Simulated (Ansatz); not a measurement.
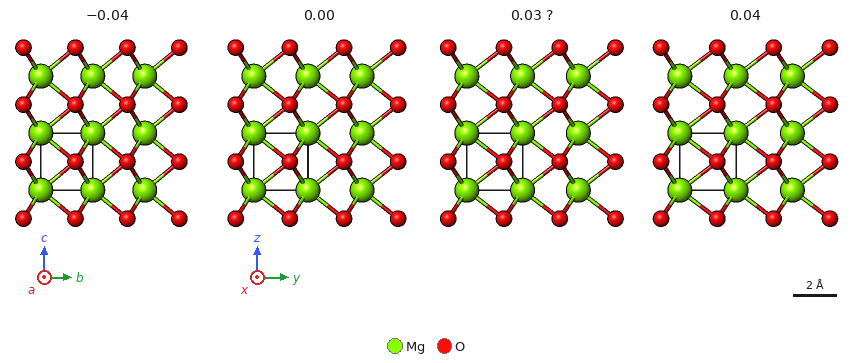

A scan of crystalline MgO (P-6m2): the cell is strained along y alone, with the atoms kept at their fractional coordinates. x, y and z are the Cartesian axes of the input. A ball-and-stick model of the cell of the calculation, repeated 2 × 2 × 2 with one cell outlined, seen along the a axis.

Computed with DFT PBE, scalar-relativistic, plane waves, PAW (Ansatz 0.2.0). Settings: plane-wave cutoff 420 eV; k-point mesh 9 × 9 × 8; occupations gaussian; smearing width 0.05 eV; no spin polarisation. Energies (free energies at the smearing named) are counted from the cell as listed in its source, which wasn't relaxed.

| strain | ΔE (meV/atom) |
| --- | --- |
| −0.040 | 16.9 |
| −0.030 | 9.4 |
| −0.020 | 4.1 |
| −0.010 | 1.0 |
| 0.000 | 0.0 |
| 0.010 | 1.0 |
| 0.020 | 3.9 |
| 0.030 | ? |
| 0.035 | 11.7 |
| 0.040 | 15.2 |

Q: Estimate the missing energy from the other rows, and compare with the calculation.

A: A straight line between the two neighbours gives 9.1 meV/atom. A cubic through the four nearest rows (0.010, 0.020, 0.035, 0.040) gives, with Lagrange weights, (−0.0667)(1.0) + (0.3333)(3.9) + (1.0667)(11.7) + (−0.3333)(15.2) = 8.6 meV/atom. The calculation gives 8.7 meV/atom, so the cubic is 0.1 meV/atom too low and the straight line 0.4 meV/atom too high, as the curve bends upwards here.

The whole profile:

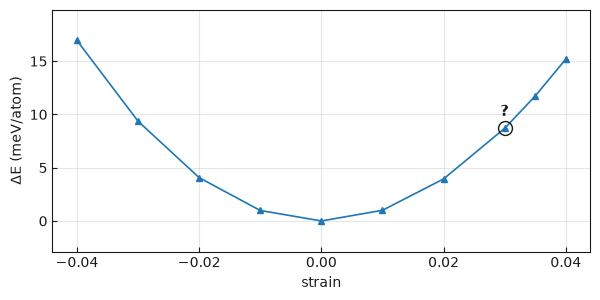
